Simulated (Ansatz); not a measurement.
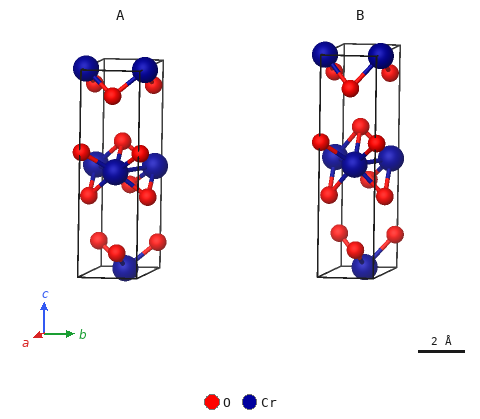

Two geometries of a crystal of CrO$_{2}$ (a generated structure, set up in P2_1/m) (coarse preliminary run), drawn at one scale. One is the start of a relaxation, the other its converged end. A ball-and-stick model of the cell of the calculation, seen slightly off an axis.

The calculation used DFT LDA, scalar-relativistic, plane waves, PAW in Ansatz. (plane-wave cutoff 420 eV; k-point mesh 4 × 8 × 2; occupations gaussian; smearing width 0.1 eV; no spin polarisation; cell and atoms relaxed; force threshold 0.05 eV/Å; at most 60 steps)

Q: Which one is relaxed?

A: Structure A is the relaxed one. Case: Mo → Cr, Te → O on all its sites, cell and atoms relaxed. Over 5 accepted moves (9 points after the start) the energy falls by 570 meV per atom. The largest force component goes from 7.7 to 0.017 eV/Å. The pressure goes from −20.79 to 0.08 GPa. The line search rejected the trial steps at points 3, 5 of the run. At 2 points the geometry stayed and the basis and grid were re-selected for the new cell (energy shift of 1.5 meV per atom at most each time). The largest moves relative to the cell, 0.24 Å, are those of O atoms. By element the largest moves are O 0.24 Å, Cr 0.17 Å. Cell: a 4.651 → 4.607 Å (−0.9 %), b 2.541 → 2.680 Å (+5.5 %), c 9.883 → 9.218 Å (−6.7 %), β 93.8° → 94.2°. Volume −2.6 %. Some distances before and after: Cr–Cr 2.113 → 2.410 Å, Cr–O 2.040 → 1.871 Å, Cr–Cr 2.541 → 2.680 Å, Cr–O 2.057 → 1.921 Å. Among the angles between lasting bonds that change: Cr–O–Cr 64.6° → 80.4°, Cr–O–Cr 77.0° → 91.5°, Cr–O–Cr 80.0° → 92.7°. The space group stays P2_1/m (No. 11).

Limits of the set-up: an element that often carries a moment was run without spin polarisation.
